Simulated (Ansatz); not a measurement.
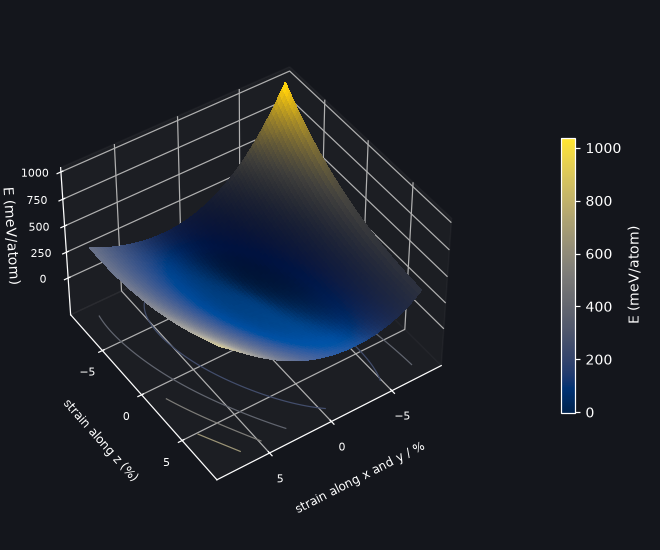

Energy landscape of W (Im-3m, No. 229; 1 atom in the cell). The cell is strained homogeneously, by one strain along x and y and another along z, with fractional coordinates fixed (x, y and z along the cube axes). Coordinates scanned: (1) strain along x and y; (2) strain along z. The grid has 5 × 5 points. Points are written as (first, second). Energies are in meV/atom, from the lowest grid point. The reference cell is the one listed in the database, not relaxed at this level. Theory: DFT PBE, scalar-relativistic, plane waves, PAW in Ansatz 0.2.0. Settings: cutoff 420 eV, k-mesh 20×20×20, gaussian smearing 0.15 eV, no spin polarisation.

The picture shows a relief with its contours projected below. Between grid points the surface is interpolated. 

**What does the map say about the system?**

The lowest grid point is at (0 %, 0 %). It is the only kind of minimum in the scanned range. The highest grid point, (−8 %, −8 %), lies 1039 meV/atom above the lowest. Round the minimum the valley is somewhat tilted: raising strain along x and y shifts the best value of strain along z downwards (coupling k₁₂/√(k₁₁k₂₂) about 0.4).

Grid values (meV/atom):

```
strain along z ↓, strain along x and y →    −8   −4    0    4    8
                                       8   343  128  161  382  740
                                       4   391   83   50  226  553
                                       0   503  100    0  127  414
                                      −4   707  207   33   99  334
                                      −8  1039  432  171  161  325
```
